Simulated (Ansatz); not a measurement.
Cell and atoms:

```xyz
2
Lattice="2.6524 0.0000 0.0000 -1.3262 2.2971 0.0000 0.0000 0.0000 7.8419" Properties=species:S:1:pos:R:3 pbc="T T T"
C     0.0000    1.5314    3.9210
C     1.3262    0.7657    3.9210
```

> What does this file describe?

The element is carbon. The cell holds two atoms. About every C there are three C in a trigonal planar arrangement at 1.53 Å. The bonds build C layers parallel to (001).

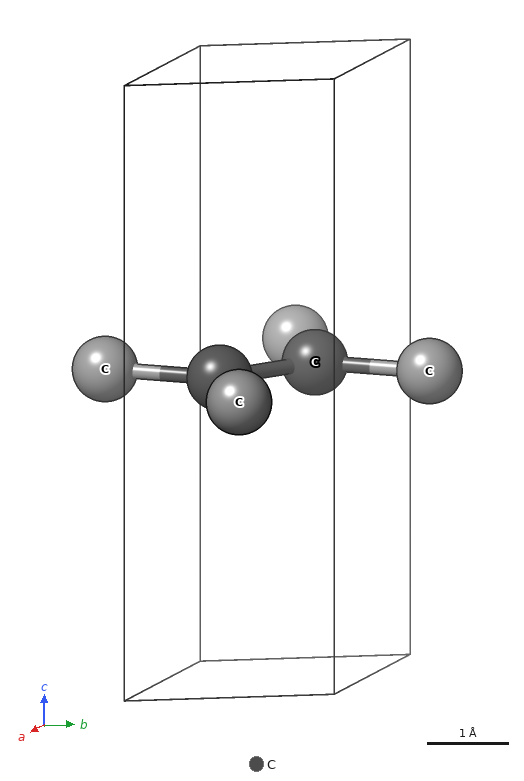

The figure gives a ball-and-stick picture of the atoms, viewed slightly off an axis. The simulation cell is outlined; an atom on or near a face, edge or corner is repeated at each equivalent position. The first bonded neighbours in the surrounding cells are also shown, in fainter colours.

The structure comes from a structure listed in the Materials Project. The cell was then strained or its atoms displaced on purpose. A calculation with Ansatz used it as input.

At this level of theory the run's own cell isn't at rest (stretched, at -20 GPa), so its distances can differ from those at equilibrium, the more so the softer the solid.
